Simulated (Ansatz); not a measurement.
What is the Fermi surface of La (space group P6_3/mmc, No. 194)?

```yaml
crystal:
  lattice:
    - [3.75000, 0.00000, 0.00000]
    - [-1.87500, 3.24760, 0.00000]
    - [0.00000, 0.00000, 6.07000]
  atoms:
    - { symbol: La, position: [0.33333, 0.66667, 0.25000] }
    - { symbol: La, position: [0.66667, 0.33333, 0.75000] }
```

Computed with DFT PBE, spin-orbit coupling, plane waves, PAW; levels and slopes on a dense k mesh at the converged density in Ansatz 0.2.0. Non-magnetic. With an inversion centre and no moment every band is doubly degenerate; a pair is shown and named once. Mesh 24×24×14, interpolated with the band slopes. The geometry was not relaxed.

Two doubly degenerate bands cross the Fermi level; this is a three-dimensional metal. The density of states at the Fermi level is 4.0 states/eV per primitive cell. The intraband plasma frequencies along the cartesian axes x, y and z of the cell as given are 3.9, 3.9 and 4.0 eV.

Band pair 21/22: six hole pockets on the H–A line (each 0.26 % of the zone), two hole pockets centred at K (each 0.23 % of the zone) and one open hole tube parallel to Γ–A; mean Fermi speed 3.8 × 10⁵ m/s.
Band pair 23/24: six electron pockets on the K–Γ line (each 0.60 % of the zone) and an open sheet between a empty part that runs through the repeated zones in all directions and a filled one that does so in two; mean Fermi speed 3.4 × 10⁵ m/s.
A pocket cut by a face of the zone is counted once with the part on the opposite face.
The shape of the surface of band pair 23/24 changes its kind within 0.05 eV of this level, so small parts may appear, vanish, join or separate.

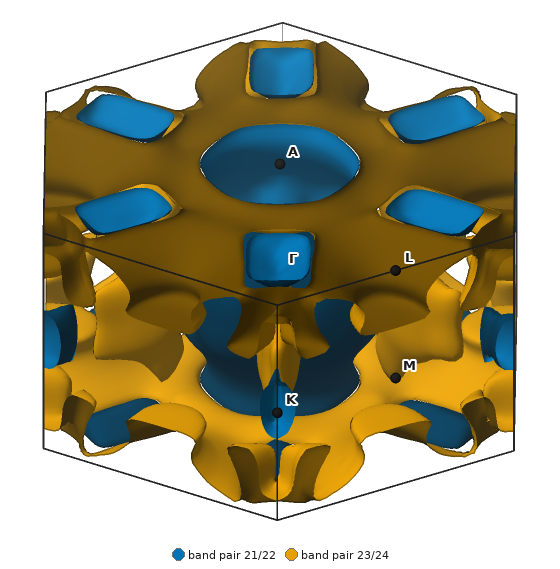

Each colour is one band. The brighter face of a sheet looks towards empty states.

Necks and pockets thinner than about two mesh steps aren't resolved, so separate pockets may in truth be joined.

Cost: 3.3 min on 1 thread of Intel(R) Xeon(R) 6975P-C (Granite Rapids), with other jobs on the host, peak memory 1.4 GiB.
